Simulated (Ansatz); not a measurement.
# Band-structure calculation of WS2

- system: WS2 (P6₃/mmc, 6 atoms in the cell)
- method: DFT, r2SCAN+rVV10, plane waves, PAW, no spin polarisation (Ansatz 0.2.0)

The structure derives from a Materials Project entry. The geometry comes from this level: r2scan-rvv10.

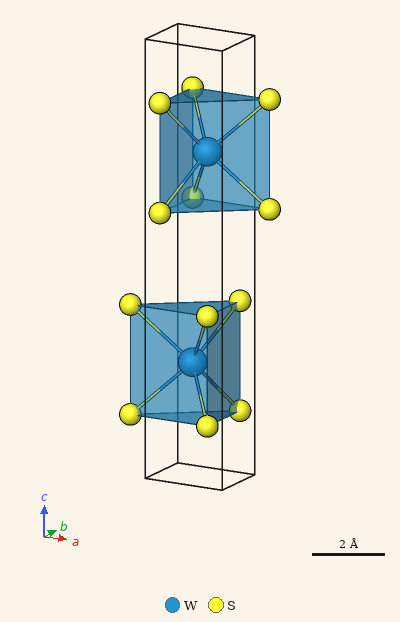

*The structure (polyhedral view of the cell of the calculation, seen slightly off an axis; polyhedra are completed across the faces of the cell).*

## Input file
```yaml
crystal:
  lattice:
    - [3.1699062243, 0.0, 0.0]
    - [-1.5849531122, 2.7452193178, 0.0]
    - [0.0, 0.0, 12.4937017257]
  atoms:
    - { symbol: W, position: [0.3333333333, 0.6666666667, 0.25] }
    - { symbol: W, position: [0.6666666667, 0.3333333333, 0.75] }
    - { symbol: S, position: [0.3333333333, 0.6666666667, 0.6249150454] }
    - { symbol: S, position: [0.6666666667, 0.3333333333, 0.1249150454] }
    - { symbol: S, position: [0.3333333333, 0.6666666667, 0.8750849546] }
    - { symbol: S, position: [0.6666666667, 0.3333333333, 0.3750849546] }
kpoints:
  mp_grid: { grid: [12, 12, 2] }
  band_path:
    path:
      - [0.0, 0.0, 0.0]
      - [0.5, 0.0, 0.0]
      - [0.3333333333, 0.3333333333, 0.0]
      - [0.0, 0.0, 0.5]
      - [0.5, 0.0, 0.5]
      - [0.3333333333, 0.3333333333, 0.5]
    npoints: 1
hamiltonian:
  xc: r2scan
  dispersion: rvv10
scf:
  occupations: { method: fermi_dirac, width: 0.03 }
  n_extra_bands: 5
output:
  forces: true
  stress: true
  eigenvalues: true
```

Hardware: 2 threads of Arm Neoverse V2, 128 GiB of memory available, shared host.

Launch command:
```bash
ansatz run input.yaml --threads 2 --pin off --max-ram 2211MiB --backend cpu --events-out ev --progress --plain --runs-dir out
```

## Log
```
scf.n_extra_bands = 5 over 26 filled bands (N_el = 52.0): the run solves 31 bands
Engine: ansatz 0.2.0, aarch64-unknown-linux-gnu
Pseudopotentials: kind: paw
Pseudopotential: W, paw, valence charge 14, recommended cutoff 500 eV (meta_gga), W.paw.azcp
Pseudopotential: S, paw, valence charge 6, recommended cutoff 500 eV (meta_gga), S.paw.azcp
Functional definition: r2SCAN+rVV10
  parameter k0 = 0.174
  parameter k1 = 0.065
  parameter a1 = 4.9479
  exchange = r2scan_x(k0 = k0, k1 = k1, a1 = a1)
  correlation = r2scan_c + rvv10(11.95, 0.0093)
Crystal: 6 atoms, lattice volume = 108.721 Å³
Basis set: ecut = 500 eV, 2763 PW (Γ), exchange–correlation on 108×108×432 points (64 copies of the dense FFT grid, shifted against one another)
Bands: 31, of which v1, the nominal top of the filled ones, is band 26 counted from 1 (25 counted from 0)
Symmetry: 24 space group operations
Space group: P63/mmc (ITA 194), of the structure as read, at distance tolerance 4.8e-5 Å
k-points: 38 of 288
Non-local potential: W, projectors of the file, l = 0: 3, l = 1: 2, l = 2: 2, l = 3: 1
Non-local potential: S, projectors of the file, l = 0: 2, l = 1: 2, l = 2: 2
PAW form: soft (Blöchl's): semilocal exchange-correlation on the pseudo side does not see the compensation charge
rVV10 density: all electrons in the spheres
PAW frozen core: W, regenerated for the run's functional (the file was generated under x = pbe(κ = 0.804, μ = 0.2195149727645171), c = pbe(β = 0.06672455060314922))
PAW frozen core: S, regenerated for the run's functional (the file was generated under x = pbe(κ = 0.804, μ = 0.2195149727645171), c = pbe(β = 0.06672455060314922))
PAW one-centre angular grid: W, 590 points (default); XC on 160 Gauss nodes
PAW one-centre angular grid: S, 302 points (default); XC on 160 Gauss nodes
Initial density: superposition of atomic densities (neutral atoms: chi_scale 0, normalization atom), corrected by the library's trained network
Initial wavefunctions: pseudopotential atomic-orbital guess
Functional: x = r2scan, c = r2scan + rvv10(b = 11.95, C = 0.0093); τ floored in thin density (d = 2e-4 eV/Å³)
SCF iter   1: F=—  HF=-24415.354552 eV  |F-HF|=—  |Δ(HF+E_count)|=         —  Δρ=8.00e-3  dr2=4.72e-2  dr2_τ=1.62e-1  ethr=1.77e-3  ⟨swp⟩=6.4  Hψ=5584  notcnv=0
preconditioner: auto → Resta (q_TF=auto, 2.413 Å⁻¹)  ε∞=7.0  [insulator: Δε(μ)=1.123 eV  Ē_g=8.708 eV  σ=0.030 eV  W_gap=1.00  n_scr=26 (ndim 8)  ℏωp=21.4 eV  f_vac=0.024  D(μ)=0.00/eV (n_scr^D=0)  ε∞_Penn≈7.0]
SCF iter   2: F=—  HF=-24415.490562 eV  |F-HF|=—  |Δ(HF+E_count)|=   1.36e-1  Δρ=4.62e-3  dr2=1.72e-2  dr2_τ=1.99e-3  ethr=9.08e-5  ⟨swp⟩=2.8  Hψ=2399  notcnv=0  defer=29
SCF iter   3: F=—  HF=-24415.493874 eV  |F-HF|=—  |Δ(HF+E_count)|=   3.31e-3  Δρ=2.59e-3  dr2=4.13e-3  dr2_τ=3.74e-4  ethr=3.30e-5  ⟨swp⟩=2.4  Hψ=1688  notcnv=0  defer=29
SCF iter   4: F=—  HF=-24415.496555 eV  |F-HF|=—  |Δ(HF+E_count)|=   2.68e-3  Δρ=2.94e-4  dr2=1.70e-4  dr2_τ=7.05e-6  ethr=7.94e-6  ⟨swp⟩=2.7  Hψ=2072  notcnv=0  defer=29
SCF iter   5: F=—  HF=-24415.496569 eV  |F-HF|=—  |Δ(HF+E_count)|=   1.37e-5  Δρ=7.97e-5  dr2=1.28e-5  dr2_τ=2.83e-7  ethr=3.27e-7  ⟨swp⟩=2.0  Hψ=1716  notcnv=0  defer=29
SCF iter   6: F=—  HF=-24415.496574 eV  |F-HF|=—  |Δ(HF+E_count)|=   5.06e-6  Δρ=1.40e-5  dr2=3.24e-7  dr2_τ=6.62e-9  ethr=2.46e-8  ⟨swp⟩=2.0  Hψ=1834  notcnv=0  defer=29
SCF iter   7: F=-24415.496574 eV  HF=-24415.496574 eV  |F-HF|=2.28e-9  |Δ(HF+E_count)|=   1.01e-7  Δρ=2.28e-6  dr2=5.36e-9  dr2_τ=6.74e-10  ethr=1.92e-10  ⟨swp⟩=9.3  Hψ=5779  notcnv=0
SCF 1 converged in 7 iterations: F = -24415.496574 eV  dr2 = 5.36e-9
  greatest PAW one-centre occupation: 0.999 electrons in one spin orbital (limit 2), on the W atom at site 1 (counted from 0), in its partial waves of l = 0
```

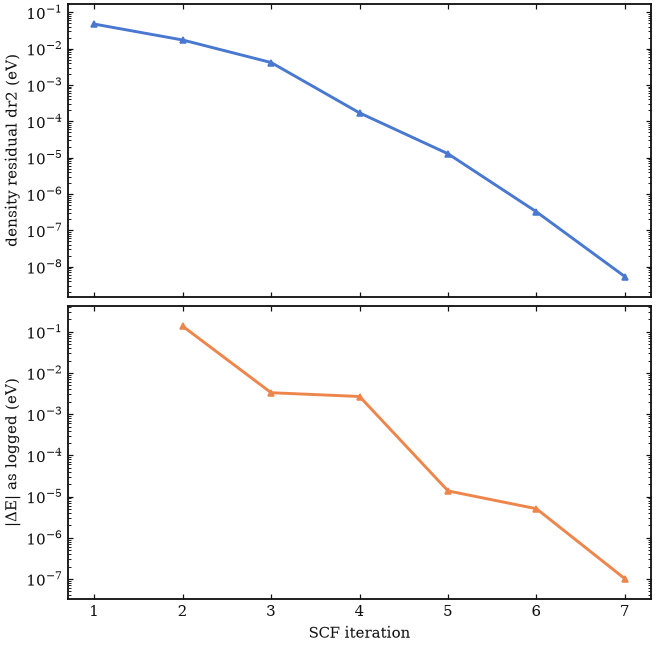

*Convergence of the self-consistent field: density residual dr2 and size of the energy change against the SCF iteration.*

The residual falls at every step.

```
NSCF: frozen V_eff on 6 k-points
SCF converged after 7 iterations
Free energy (F): -24415.496574 eV
Harris-Foulkes:  -24415.496574 eV  (|F-HF|=2.28e-9)
Internal energy: -24415.496574 eV  (E = F + TS)
E sigma→0 (E₀):  -24415.496574 eV
Fermi energy:    11.766610 eV
--- Per-component energies (eV) ---
  E_band       = -432.556144
  E_kinetic    = 1333.169077
  E_local      = -3633.522265  (includes V_loc(G=0)·N_el)
  E_nonlocal   = 115.373424
  E_hartree    = 1447.348401
  E_xc         = -858.988564
  E_vxc        = -899.632585  (∫ρ·V_xc dr)
  E_paw        = -19624.324712  (= ΣΔE_a)
  E_vpaw       = -287.113677  (= ΣTr[D̂ρ^β])
  E_aug_tail   = -0.000058  (compensation charges beyond the density's cutoff)
  E_vtau       = 44.476049  (kinetic-family band-sum trace: ∫τ·v_τ [+ j·A + Jᵃ·Aᵃ] dr)
  E_ewald      = -3192.936912
  E_core_change = -1.614965  (= ΣΔE_core)
  E_smearing   = -0.000000  (= −TS)
  E_closure    = -0.000000  (closes the sum)
  Σ components = -24415.496574   (vs F -24415.496574, Δ=0.00e0)
--- Forces (eV/Å), atoms counted from 1 ---
  atom   1  W      0.00000000     0.00000000     0.00000000
  atom   2  W      0.00000000    -0.00000000     0.00000000
  atom   3  S      0.00000000    -0.00000000     0.00006921
  atom   4  S     -0.00000000     0.00000000     0.00006921
  atom   5  S     -0.00000000    -0.00000000    -0.00006921
  atom   6  S      0.00000000     0.00000000    -0.00006921
  max |Σ_I F_I| component: 6.94e-18 eV/Å
--- Stress (GPa, compression-positive) ---
        0.002659      -0.000000       0.000000
        0.000000       0.002659       0.000000
        0.000000       0.000000      -0.004472
  P = ⅓ Tr σ = 0.0003 GPa (0.003 kbar)
--- Band table (eV; the first three rows and the last of 38) ---
  k-point 0: bands = ["-65.2916", "-65.2916", "-28.9403", "-28.9403", "-28.7703", "-28.7703", "-28.7703", "-28.7703", "-5.0870", "-4.8946", "-3.4328", "-3.0616", "3.3865", "4.3531", "7.3302", "7.5080", "7.5080", "7.5204", "7.5204", "8.7892", "8.7892", "8.8339", "8.8339", "9.5128", "10.0568", "11.2263", "13.6588", "13.6588", "13.6671", "13.6671", "13.7294"]
  k-point 1: bands = ["-65.2916", "-65.2916", "-28.9402", "-28.9402", "-28.7703", "-28.7703", "-28.7703", "-28.7703", "-4.9993", "-4.9993", "-3.2415", "-3.2415", "3.8092", "3.8092", "7.5141", "7.5141", "7.5141", "7.5141", "8.2372", "8.2372", "8.8115", "8.8115", "8.8115", "8.8115", "10.8907", "10.8907", "13.6541", "13.6541", "13.6541", "13.6541", "13.8174"]
  k-point 2: bands = ["-65.2903", "-65.2903", "-28.9356", "-28.9355", "-28.7959", "-28.7959", "-28.7762", "-28.7762", "-4.9657", "-4.7734", "-3.3835", "-3.0236", "3.5305", "4.4962", "7.1285", "7.1985", "7.2190", "7.6223", "7.6400", "8.3150", "8.5992", "8.6482", "8.8596", "9.7048", "10.0607", "11.0039", "13.5319", "13.5697", "13.6103", "13.6272", "13.6629"]
  k-point 37: bands = ["-65.2692", "-65.2692", "-29.0479", "-29.0479", "-29.0112", "-29.0112", "-28.8603", "-28.8603", "-2.4129", "-2.4129", "-2.3037", "-2.3037", "4.4845", "4.4845", "4.8974", "4.8974", "5.8270", "5.8270", "6.3037", "6.3037", "7.2396", "7.2396", "8.0015", "8.0015", "10.5223", "10.5223", "12.5163", "12.5163", "14.0127", "14.0127", "14.8448"]
```

## File bands.tsv
```
# k_distance	band_0	band_1	band_2	band_3	band_4	band_5	band_6	band_7	band_8	band_9	band_10	band_11	band_12	band_13	band_14	band_15	band_16	band_17	band_18	band_19	band_20	band_21	band_22	band_23	band_24	band_25	band_26	band_27	band_28	band_29	band_30
# fermi_ev = 11.766610
# lock_threshold_ev = 1e-6
# [0, 0, 0] at k_distance = 0.000000
# [0.5, 0, 0] at k_distance = 1.144387
# [0.3333333333, 0.3333333333, 0] at k_distance = 1.805099
# [0, 0, 0.5] at k_distance = 3.150235
# [0.5, 0, 0.5] at k_distance = 4.294621
# [0.3333333333, 0.3333333333, 0.5] at k_distance = 4.955333
# levels_relative_to = fermi_ev
# free_energy_ev = -24415.496574
# largest_residual_norms_ev = 7.973e-4 1.025e-3 2.364e-4 2.510e-4 2.211e-4 2.749e-4 2.498e-4 2.888e-4 4.719e-4 5.638e-4 1.081e-3 1.212e-3 7.510e-4 8.262e-4 6.758e-4 6.650e-4 1.439e-3 1.472e-3 7.788e-4 1.128e-3 8.677e-4 7.795e-4 8.077e-4 8.390e-4 1.229e-3 2.042e-3 1.113e-3 1.533e-3 8.727e-4 3.334e-3 1.661e-3
0.000000	-77.058197	-77.058194	-40.706894	-40.706863	-40.536931	-40.536931	-40.536923	-40.536923	-16.853614	-16.661207	-15.199417	-14.828228	-8.380118	-7.413557	-4.436368	-4.258648	-4.258648	-4.246220	-4.246220	-2.977409	-2.977409	-2.932716	-2.932716	-2.253846	-1.709789	-0.540281	1.892224	1.892224	1.900512	1.900512	1.962818
1.144387	-77.038276	-77.038274	-40.908221	-40.908212	-40.635807	-40.635805	-40.624325	-40.624311	-14.558015	-14.470497	-14.282243	-14.202417	-8.153273	-7.908260	-6.753325	-6.553817	-6.186735	-5.570742	-4.872761	-4.801312	-3.586303	-3.429255	-2.690881	-2.523103	-2.304375	-2.138101	1.827761	1.868392	2.160016	2.402482	2.872948
1.805099	-77.035777	-77.035777	-40.814499	-40.814499	-40.777797	-40.777777	-40.626942	-40.626942	-14.179603	-14.179603	-14.070217	-14.070217	-7.346920	-7.206985	-6.883823	-6.883823	-6.051220	-5.837852	-5.300787	-5.300787	-4.798109	-4.798109	-3.630618	-3.630618	-1.323975	-1.148423	0.749597	0.749597	1.752735	2.899128	3.007458
3.150235	-77.058192	-77.058192	-40.706854	-40.706854	-40.536911	-40.536911	-40.536911	-40.536911	-16.765908	-16.765908	-15.008110	-15.008110	-7.957382	-7.957382	-4.252515	-4.252515	-4.252515	-4.252515	-3.529399	-3.529399	-2.955084	-2.955084	-2.955084	-2.955084	-0.875865	-0.875865	1.887524	1.887524	1.887524	1.887524	2.050741
4.294621	-77.038275	-77.038275	-40.908214	-40.908214	-40.635807	-40.635807	-40.624314	-40.624314	-14.520710	-14.520710	-14.235859	-14.235859	-8.036991	-8.036991	-6.707285	-6.707285	-5.814691	-5.814691	-4.838059	-4.838059	-3.525949	-3.525949	-2.606754	-2.606754	-2.210232	-2.210232	1.846111	1.846111	2.299464	2.299464	3.160687
4.955333	-77.035779	-77.035779	-40.814509	-40.814509	-40.777800	-40.777800	-40.626952	-40.626952	-14.179554	-14.179554	-14.070291	-14.070291	-7.282149	-7.282149	-6.869213	-6.869213	-5.939604	-5.939604	-5.462940	-5.462940	-4.527023	-4.527023	-3.765139	-3.765139	-1.244333	-1.244333	0.749723	0.749723	2.246104	2.246104	3.078148
```

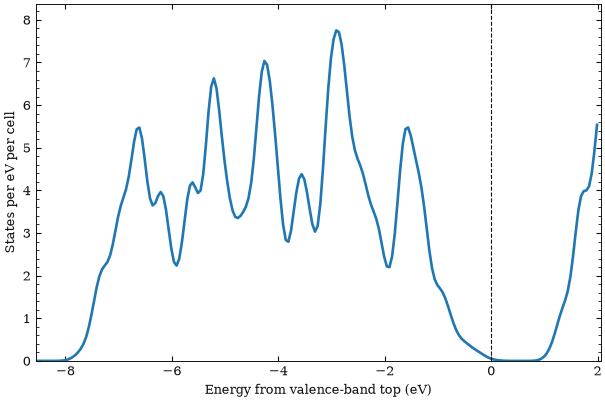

*Density of states (the curve is built from the levels of the k mesh with Gaussians 0.3 eV wide, which also blur the band edges), with energies from the valence-band top.*

There is a gap of 1.13 eV on the k-point mesh. The curves stop near 1.5 eV above the Fermi level, where the computed bands end. Small ripples come from the finite k-point mesh.

## Key numbers

- outcome: converged
- space group (tolerance 0.01 Å): P6₃/mmc (194)
- electrons treated: 52
- free energy: −24415.4966 eV
- Fermi energy: 11.767 eV
- gap on the k-point mesh: 1.13 eV
- pressure: 0.00 GPa
- largest force (length of the vector): under 0.001 eV/Å
- wall time: 14 s (CPU time 28 s)
- peak memory: 0.79 GiB

## Remarks

Spin–orbit coupling is left out, which matters for W.
